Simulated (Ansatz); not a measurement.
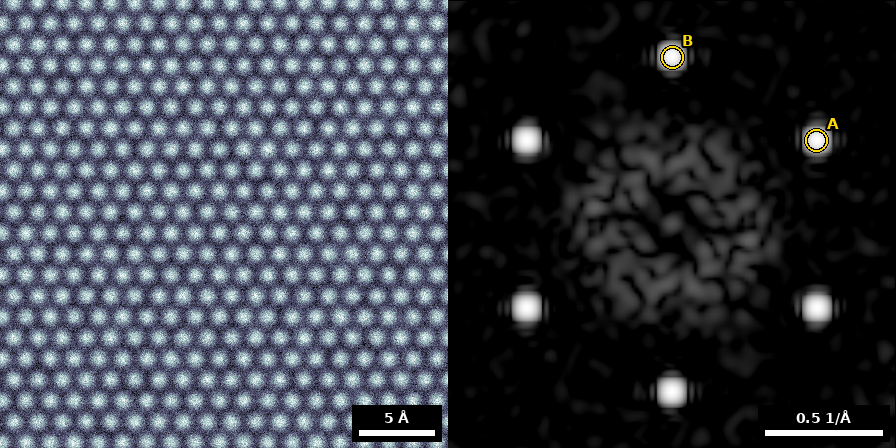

Dark-field STEM-like image of Mo (Fm-3m, No. 225) along [111]. Simulation: incoherent imaging, intensity Z^1.8 per atom, probe width 0.88 Å, thin sample. The probe carries 25 % of its weight in a tail 2.5 times as wide. The display is stretched by a gamma of 0.65; percentages refer to the linear signal. Shot noise and the speckle of an amorphous layer were added. Atomic positions: the geometry given to an electronic-structure calculation, possibly off equilibrium; the starting structure was generated, so it need not be a known form of this composition.

The right panel is the modulus of the image's Fourier transform on a logarithmic scale.

a = 3.969 Å, b = 3.969 Å, c = 3.969 Å, α = 90.00°, β = 90.00°, γ = 90.00°

Q: Index the marked spots and give their plane spacings (the zone axis points at the viewer; indices equivalent by symmetry, or all signs reversed, are as good).

A: (-2 0 2), d = 1.40 Å; B: (0 -2 2), d = 1.40 Å. A and B enclose 60°, and every spot obeys the zone law hu + kv + lw = 0 for [111].
